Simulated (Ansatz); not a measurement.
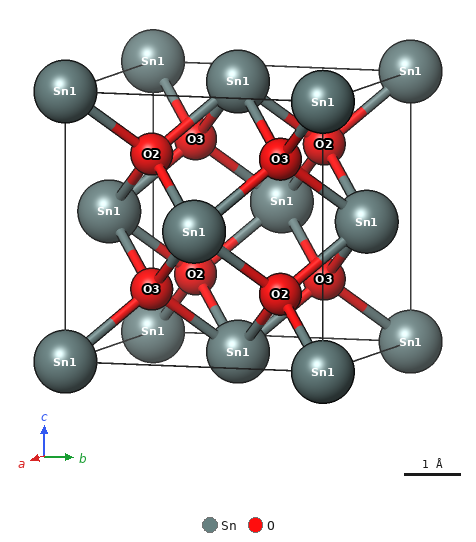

The input geometry of run A (ball-and-stick view of the cell 4 times as large as that of the calculation, set on its symmetry axes, seen slightly off an axis; atoms are numbered from 1 in the order of the input).

## What a change does: single-point calculation on SnO₂

System: SnO₂ (3 atoms in the cell).
Method of run A: DFT, PBE, all-electron LAPW, scalar-relativistic, no spin polarisation (Ansatz 0.2.0).

Its volume is 0.88 times that of the source entry. Text and figures count atoms from 1; the logs count them from 0 in places.

### Input, run A
```yaml
crystal:
  lattice:
    - [0.0, 2.4643170921, 2.4643170921]
    - [2.4643170921, 0.0, 2.4643170921]
    - [2.4643170921, 2.4643170921, 0.0]
  atoms:
    - { symbol: Sn, position: [0.0, 0.0, 0.0] }
    - { symbol: O, position: [0.25, 0.25, 0.25] }
    - { symbol: O, position: [0.75, 0.75, 0.75] }
kpoints:
  mp_grid: { grid: [12, 12, 12] }
scf:
  occupations: { method: fermi_dirac, width: 0.08 }
hamiltonian:
  xc: pbe
  pseudopotentials: { kind: all_electron, lapw: { basis_error: 0.001 } }
output:
  forces: true
  stress: true
  eigenvalues: true
  populations: true
```

Launched with:
```bash
ansatz run input.yaml --threads 1 --pin off --max-ram 3072MiB --backend cpu --events-out ev --progress --plain --runs-dir out
```

Hardware: 1 thread of Intel Xeon @ 2.50GHz (Skylake/Cascade Lake), 32 GiB of memory available, shared host.

### Output, shortened to warnings, some set-up lines, iterations and results (run A)
```
Basis set: ecut = 378.1846384265523 eV, 531 PW (Γ), exchange–correlation at level 2
Symmetry: 48 space group operations
k-points: 72 of 1728
Initial density: superposition of atomic densities (chi_scale 0.1, normalization cell, long waves kept (reshape's long-wave potential 0.00 eV rms))
[...]
SCF iter   1: F=—  HF=-172188.369565 eV  |F-HF|=—  |Δ(HF+E_count)|=         —  Δρ=1.34e-1  dr2=5.70e0  ethr=1.19e-2  ⟨swp⟩=2.0  Hψ=13054  notcnv=0
SCF iter   2: F=—  HF=-172185.508856 eV  |F-HF|=—  |Δ(HF+E_count)|=    2.86e0  Δρ=2.94e-2  dr2=1.77e-1  ethr=3.68e-4  ⟨swp⟩=2.0  Hψ=10606  notcnv=0
SCF iter   3: F=—  HF=-172184.989268 eV  |F-HF|=—  |Δ(HF+E_count)|=   5.20e-1  Δρ=1.61e-2  dr2=7.95e-2  ethr=3.68e-4  ⟨swp⟩=3.0  Hψ=6791  notcnv=0
SCF iter   4: F=—  HF=-172184.984038 eV  |F-HF|=—  |Δ(HF+E_count)|=         —  Δρ=1.48e-3  dr2=6.88e-4  ethr=1.66e-4  ⟨swp⟩=2.0  Hψ=6278  notcnv=0
SCF iter   5: F=—  HF=-172184.982588 eV  |F-HF|=—  |Δ(HF+E_count)|=   1.45e-3  Δρ=4.78e-4  dr2=8.44e-5  ethr=1.43e-6  ⟨swp⟩=2.5  Hψ=6010  notcnv=0
SCF iter   6: F=—  HF=-172184.982574 eV  |F-HF|=—  |Δ(HF+E_count)|=   1.38e-5  Δρ=2.54e-4  dr2=2.34e-5  ethr=1.76e-7  ⟨swp⟩=3.0  Hψ=6145  notcnv=0
SCF iter   7: F=—  HF=-172184.982565 eV  |F-HF|=—  |Δ(HF+E_count)|=   8.54e-6  Δρ=6.51e-5  dr2=1.51e-6  ethr=4.88e-8  ⟨swp⟩=2.0  Hψ=5977  notcnv=0
SCF iter   8: F=-172184.982565 eV  HF=-172184.982565 eV  |F-HF|=8.15e-9  |Δ(HF+E_count)|=   3.56e-7  Δρ=8.11e-6  dr2=2.33e-8  ethr=3.14e-9  ⟨swp⟩=2.1  Hψ=5984  notcnv=0
SCF 1 converged in 8 iterations: F = -172184.982565 eV  dr2 = 2.33e-8
SCF converged after 8 iterations
Free energy (F): -172184.982565 eV
Harris-Foulkes:  -172184.982565 eV  (|F-HF|=8.15e-9)
Internal energy: -172184.982557 eV  (E = F + TS)
E sigma→0 (E₀):  -172184.982561 eV
Entropy (-TS):   -0.000008 eV (-0.003 meV/atom)
Fermi energy:    16.837027 eV
--- Per-component energies (eV) ---
  E_band       = -6996.763834
  E_kinetic    = 180887.317098
  E_xc         = -4970.056456
  E_electrostatic = -348102.243199  (all electrons and nuclei)
  E_smearing   = -0.000008  (= −TS)
  E_closure    = 0.000000  (closes the sum)
  E_atoms      = -172167.417352  (free atoms, spherical and without spin; not in F)
  Σ components = -172184.982565   (vs F -172184.982565, Δ=0.00e0)
  Basis errors (estimates in eV, not in F): energy 4.0e-4 per atom: plane waves 3.6e-4 (2.1e-4 summed), levels above the bands 1.1e-82, relativity 7.8e-8, radial functions 4.0e-5, core shells 9.8e-8; eigenvalues (radial functions only) 6.6e-6; not estimated: angular momenta, meshes, grids; target …
--- Forces (eV/Å), atoms counted from 1 ---
  atom   1  Sn    -0.00000000     0.00000000    -0.00000000
  atom   2  O     -0.00000000     0.00000000    -0.00000000
  atom   3  O     -0.00000000     0.00000000     0.00000000
  max |Σ_I F_I| component: 9.25e-18 eV/Å
--- Stress (GPa, compression-positive) ---
       32.466041       0.000000      -0.000000
        0.000000      32.466041       0.000000
       -0.000000       0.000000      32.466041
  P = ⅓ Tr σ = 32.4660 GPa (324.660 kbar)
--- Löwdin populations: 3 sites ---
  site symbol       q [e]
     0     Sn     48.3402
     1      O      8.7725
     2      O      8.7725
  spilling = 0.001739 (of n_electrons = 66.000000)
```

For run B the input was changed thus:
```diff
+  mixing: { algorithm: broyden, beta: 0.05 }
+basis:
+  xc_grid: 2
```

Predict how the results change.

The energy doesn't change within 0.01 meV per atom. The SCF takes 13 iterations against 8. On the same kind of shared host run B took about 1.4 times as long.

### Output, shortened to warnings, some set-up lines, iterations and results (run B)
```
Basis set: ecut = 378.1846384265523 eV, 531 PW (Γ), exchange–correlation at level 2
Symmetry: 48 space group operations
k-points: 72 of 1728
Initial density: superposition of atomic densities (chi_scale 0.1, normalization cell, long waves kept (reshape's long-wave potential 0.00 eV rms))
[...]
SCF iter   1: F=—  HF=-172188.369556 eV  |F-HF|=—  |Δ(HF+E_count)|=         —  Δρ=1.34e-1  dr2=5.70e0  ethr=1.19e-2  ⟨swp⟩=2.0  Hψ=13054  notcnv=0
SCF iter   2: F=—  HF=-172187.515500 eV  |F-HF|=—  |Δ(HF+E_count)|=   8.54e-1  Δρ=1.19e-1  dr2=4.52e0  ethr=1.19e-2  ⟨swp⟩=2.0  Hψ=5821  notcnv=0  κ⁻¹=1.0e0(r=1)
SCF iter   3: F=—  HF=-172185.028847 eV  |F-HF|=—  |Δ(HF+E_count)|=    2.49e0  Δρ=2.15e-2  dr2=1.24e-1  ethr=2.59e-4  ⟨swp⟩=2.0  Hψ=10437  notcnv=0  κ⁻¹=1.8e-5(r=2)
SCF iter   4: F=—  HF=-172185.017548 eV  |F-HF|=—  |Δ(HF+E_count)|=         —  Δρ=2.49e-2  dr2=1.98e-1  ethr=2.58e-4  ⟨swp⟩=2.1  Hψ=6307  notcnv=0  κ⁻¹=1.8e-5(r=2)
SCF iter   5: F=—  HF=-172184.992585 eV  |F-HF|=—  |Δ(HF+E_count)|=   2.50e-2  Δρ=1.57e-2  dr2=7.81e-2  ethr=2.58e-4  ⟨swp⟩=2.0  Hψ=5624  notcnv=0  κ⁻¹=3.6e-6(r=3)
SCF iter   6: F=—  HF=-172184.983776 eV  |F-HF|=—  |Δ(HF+E_count)|=   8.81e-3  Δρ=6.85e-3  dr2=1.43e-2  ethr=1.63e-4  ⟨swp⟩=2.0  Hψ=5966  notcnv=0  κ⁻¹=6.1e-7(r=4)
SCF iter   7: F=—  HF=-172184.984604 eV  |F-HF|=—  |Δ(HF+E_count)|=   8.28e-4  Δρ=3.95e-3  dr2=5.26e-3  ethr=2.99e-5  ⟨swp⟩=2.9  Hψ=6379  notcnv=0  κ⁻¹=1.1e-8(r=5)
SCF iter   8: F=—  HF=-172184.982883 eV  |F-HF|=—  |Δ(HF+E_count)|=   1.72e-3  Δρ=1.20e-3  dr2=5.19e-4  ethr=1.10e-5  ⟨swp⟩=2.0  Hψ=5977  notcnv=0  κ⁻¹=6.9e-9(r=6)
SCF iter   9: F=—  HF=-172184.982567 eV  |F-HF|=—  |Δ(HF+E_count)|=   3.16e-4  Δρ=1.31e-4  dr2=3.84e-6  ethr=1.08e-6  ⟨swp⟩=2.0  Hψ=5977  notcnv=0  κ⁻¹=1.7e-9(r=7)
SCF iter  10: F=—  HF=-172184.982565 eV  |F-HF|=—  |Δ(HF+E_count)|=   2.10e-6  Δρ=9.72e-5  dr2=2.77e-6  ethr=7.99e-9  ⟨swp⟩=2.1  Hψ=5983  notcnv=0  κ⁻¹=3.7e-10(r=8)
SCF iter  11: F=—  HF=-172184.982565 eV  |F-HF|=—  |Δ(HF+E_count)|=   7.70e-8  Δρ=6.17e-5  dr2=1.30e-6  ethr=5.77e-9  ⟨swp⟩=2.9  Hψ=6050  notcnv=0  κ⁻¹=5.6e-12(r=8)
SCF iter  12: F=—  HF=-172184.982565 eV  |F-HF|=—  |Δ(HF+E_count)|=   1.36e-7  Δρ=3.60e-5  dr2=3.67e-7  ethr=2.72e-9  ⟨swp⟩=2.8  Hψ=6058  notcnv=0  κ⁻¹=2.3e-9(r=8)
SCF iter  13: F=-172184.982565 eV  HF=-172184.982565 eV  |F-HF|=1.19e-9  |Δ(HF+E_count)|=   1.04e-7  Δρ=1.18e-6  dr2=5.35e-10  ethr=7.65e-10  ⟨swp⟩=2.0  Hψ=5980  notcnv=0
SCF 1 converged in 13 iterations: F = -172184.982565 eV  dr2 = 5.35e-10
SCF converged after 13 iterations
Stability not checked: this state was not tested for a lower state beside it, because the mixer in use, unlike msr1, does not test its closes by its own steps (another_mixer; see scf.mixing.algorithm and scf.lower_state_search)
Free energy (F): -172184.982565 eV
Harris-Foulkes:  -172184.982565 eV  (|F-HF|=1.19e-9)
Internal energy: -172184.982557 eV  (E = F + TS)
E sigma→0 (E₀):  -172184.982561 eV
Entropy (-TS):   -0.000008 eV (-0.003 meV/atom)
Fermi energy:    16.837040 eV
--- Per-component energies (eV) ---
  E_band       = -6996.771279
  E_kinetic    = 180887.323763
  E_xc         = -4970.056861
  E_electrostatic = -348102.249458  (all electrons and nuclei)
  E_smearing   = -0.000008  (= −TS)
  E_closure    = 0.000000  (closes the sum)
  E_atoms      = -172167.417352  (free atoms, spherical and without spin; not in F)
  Σ components = -172184.982565   (vs F -172184.982565, Δ=0.00e0)
  Basis errors (estimates in eV, not in F): energy 4.0e-4 per atom: plane waves 3.6e-4 (2.1e-4 summed), levels above the bands 1.1e-82, relativity 7.8e-8, radial functions 4.0e-5, core shells 9.8e-8; eigenvalues (radial functions only) 6.6e-6; not estimated: angular momenta, meshes, grids; target …
--- Forces (eV/Å), atoms counted from 1 ---
  atom   1  Sn    -0.00000000    -0.00000000     0.00000000
  atom   2  O      0.00000000     0.00000000    -0.00000000
  atom   3  O      0.00000000     0.00000000     0.00000000
  max |Σ_I F_I| component: 2.31e-17 eV/Å
--- Stress (GPa, compression-positive) ---
       32.466264       0.000000      -0.000000
        0.000000      32.466264       0.000000
       -0.000000       0.000000      32.466264
  P = ⅓ Tr σ = 32.4663 GPa (324.663 kbar)
--- Löwdin populations: 3 sites ---
  site symbol       q [e]
     0     Sn     48.3402
     1      O      8.7725
     2      O      8.7725
  spilling = 0.001739 (of n_electrons = 66.000000)
```

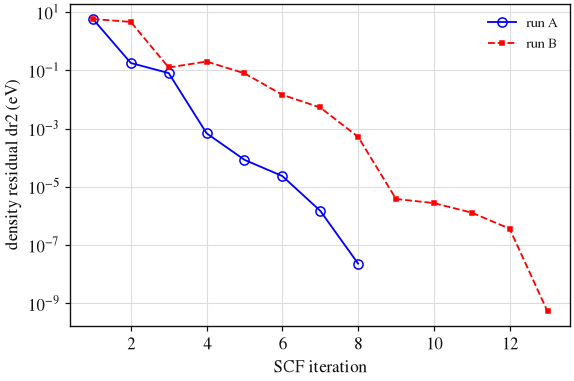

Convergence of the two runs: density residual dr2 against the SCF iteration. Run A takes 8 iterations in all, and run B takes 13.

### The two runs side by side

| quantity | run A | run B |
| --- | --- | --- |
| outcome | converged | converged |
| free energy per atom (eV) | −57394.9942 | −57394.9942 |
| pressure (GPa) | 32.47 | 32.47 |
| largest force (eV/Å) | 0.000 | 0.000 |
| SCF iterations | 8 | 13 |
| irreducible k-points | 72 | 72 |
| plane waves at Γ | 531 | 531 |
| wall time (shared host) | 30 s | 42 s |

For both runs: The cell is under a pressure of 32 GPa at this level, so it is not at its equilibrium volume.
